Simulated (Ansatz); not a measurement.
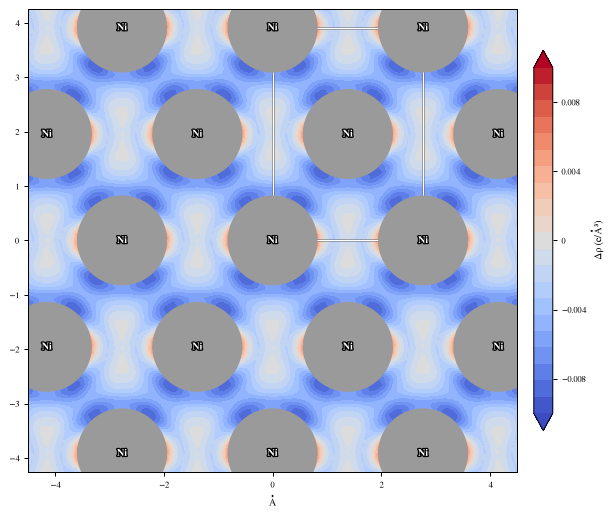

Ni: difference of two self-consistent densities at the same geometry, ρ(r2SCAN) − ρ(PBE), on the (11̄0) plane of the conventional cell. Grey discs cover the cores, where the PAW densities can't be compared. Cores are masked to 0.8 Å (Ni).

Space group Im-3m; spin-polarised. r2SCAN tends to overestimate the moments of metals. This isn't the usual form at ambient conditions. The cell comes from a database of computed structures, not from a measurement.

Both runs: Ansatz, scalar-relativistic, plane waves and PAW, same cutoff, k-points and PAW files (made with PBE).

How does the change of level move the electrons?

Against PBE, and outside the masked cores, the largest gain lies at the edge of the masked core of Ni, and the largest loss lies at the edge of the masked core of Ni.
- At this volume the pressure is 8 GPa with PBE and 0 GPa with r2SCAN.
- The integrated |spin density| goes from 0.6 to 0.8 μB in the cell of the calculation.
